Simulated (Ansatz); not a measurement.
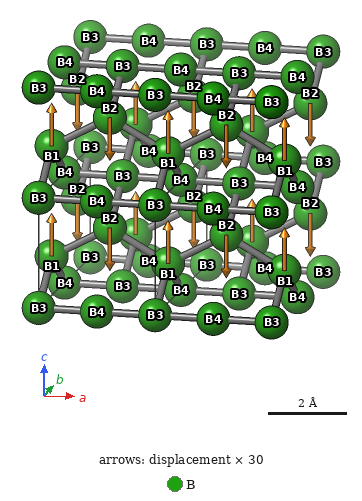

This is a relaxation of crystalline B (a generated structure, set up in Cmme) (coarse preliminary run). The starting structure is drawn; orange arrows show the displacements (the part carried along by the change of the cell is left out), 30 times their true length.

Style: ball-and-stick. Shown: the conventional cell (2 times the calculation's cell), repeated 2 × 1 × 2 with one cell outlined, slightly off an axis. Lengths and directions refer to the drawn axes.

These are results of Ansatz 0.2.0, DFT PBE, scalar-relativistic, plane waves, PAW, not measurements.

Input
```yaml
crystal:
  lattice:
    - [1.54378779, -2.71131579, 0.0]
    - [1.54378779, 2.71131579, 0.0]
    - [0.0, 0.0, 2.92351553]
  atoms:
    - { symbol: B, position: [0.75, 0.25, 0.35540738] }
    - { symbol: B, position: [0.25, 0.75, 0.64459262] }
    - { symbol: B, position: [0.0, 0.0, 0.0] }
    - { symbol: B, position: [0.5, 0.5, 0.0] }
basis:
  ecutwfc: 420
kpoints:
  mp_grid: { grid: [6, 6, 6] }
hamiltonian:
  xc: pbe
scf:
  occupations: { method: gaussian, width: 0.1 }
  lower_state_search: "off"
output:
  forces: true
  stress: true
  eigenvalues: true
relax:
  adjacent_minimum: "off"
  f_tol: 0.04
  max_steps: 70
  cell: { stress_tol: 0.4 }
```

Run as
```bash
ansatz run input.yaml --threads 1 --pin off --max-ram 2560MiB --backend cpu --events-out ev --progress --plain --runs-dir out
```

**What happened in the run?**

The largest moves relative to the cell, 0.038 Å, are those of B1 and B2. B2 goes along −c. The volume changes by +21.6 %, with a 3.088 → 3.120 Å (+1.1 %), b 5.423 → 5.652 Å (+4.2 %), c 2.924 → 3.374 Å (+15.4 %). Some distances before and after: B1–B3 1.708 → 1.878 Å, B1–B2 1.760 → 1.801 Å, B3–B4 1.544 → 1.560 Å. Bond angles that change, for instance: B3–B1–B4 105.1° → 97.6°, B2–B1–B2 122.6° → 120.1°, B2–B1–B3 107.0° → 109.2°. The space group stays Cmme (No. 67). Over 6 accepted moves (8 points after the start) the energy falls by 0.950 eV per cell of the calculation. The largest force component goes from 0.52 to 0.0028 eV/Å. Pressure: 46.70 GPa at the start and 0.07 GPa at the end. At 2 points the geometry stayed and the basis and grid were re-selected for the new cell (energy shift of 33.0 meV per cell of the calculation at most each time). Cost: 7.3 s on 1 thread of Arm Neoverse V2, with other jobs on the host, peak memory 0.28 GiB.
